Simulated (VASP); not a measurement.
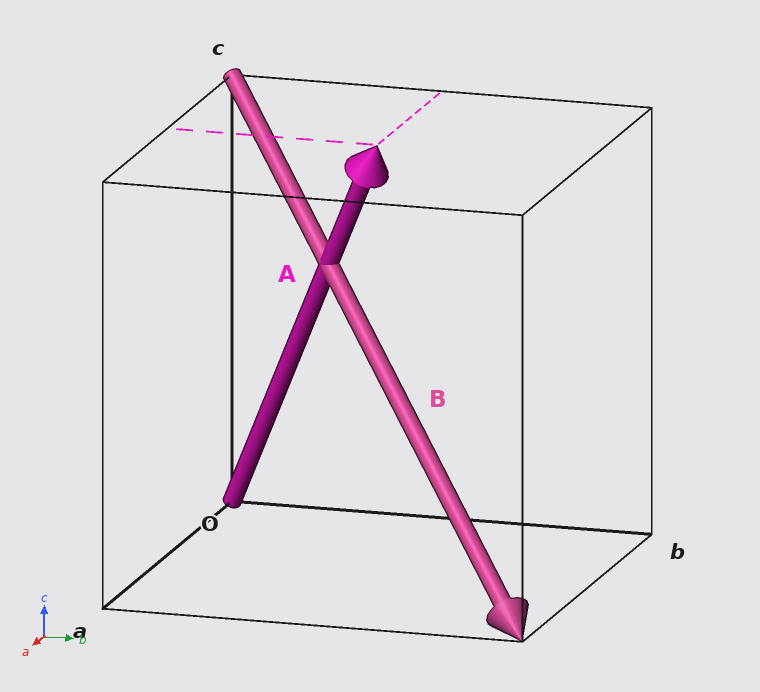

Each arrow starts at a corner of the unit cell and ends on its surface; where a tip isn't a corner, dashed lines run from it parallel to the axes. Crystal: BaTiO₃, an entry of the Crystallography Open Database, as set up for an electronic-structure calculation. Symmetry computed with spglib at a tolerance of 0.002 Å; standard conventional cell.

a = 4.000 Å, b = 4.000 Å, c = 4.018 Å, α = 90.00°, β = 90.00°, γ = 90.00°.

Question: Give [uvw] of each arrow.

Answer: Arrow A runs from (0, 0, 0) to (1/2, 1/2, 1), so [1 1 2]; Arrow B runs from (0, 0, 1) to (1, 1, 0), so [1 1 −1].

Question: How long is the vector ua + vb + wc in each case, and what angles do the directions make?

Answer: A 9.827 Å; B 6.938 Å. A–B: 90.2°.

Question: In P4mm, No. 99, how many directions are equivalent to A (Laue class 4/mmm, both senses counted)?

Answer: 8.
